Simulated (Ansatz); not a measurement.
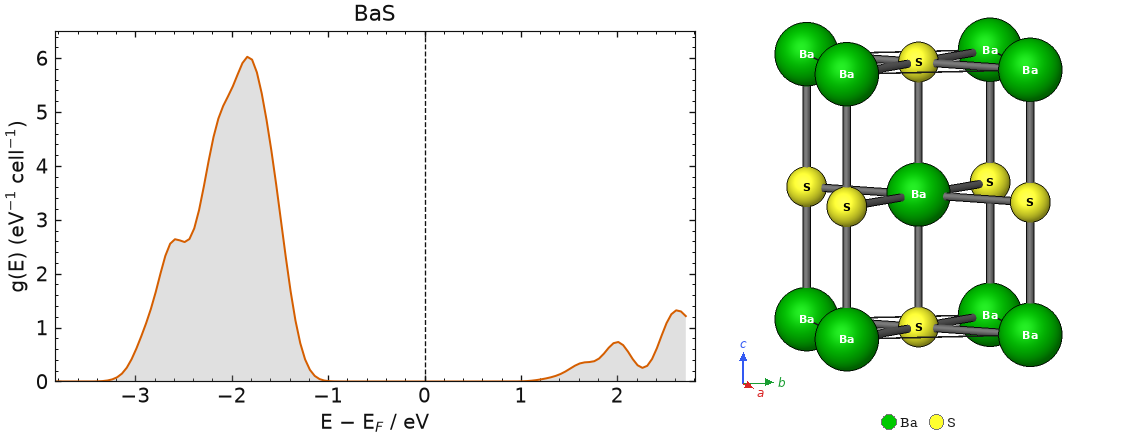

Density of states, beside the structure. Energies are counted from the Fermi level, put mid-gap where there is a gap. The curve is built from the levels of the k mesh with Gaussians 0.3 eV wide, which also blur the band edges.

Structure: BaS, space group I4/mmm (No. 139), 2 atoms in the cell, rocksalt type, uniaxial (x) strain +0.4%.

Computed with Ansatz 0.2.0: DFT, r2SCAN, plane waves, PAW, no spin polarisation, 8×8×8 k mesh, 500 eV cutoff.

**Is there a gap at the Fermi level, and how wide?**

There is a gap; over the k points computed it is 2.58 eV (indirect; the smallest direct gap is 2.69 eV).

**Where is the tallest peak of the filled states in the window?**

Within the window shown, the tallest peak of the filled states lies 0.5 eV under the valence-band top, at about 6 states per eV and cell.
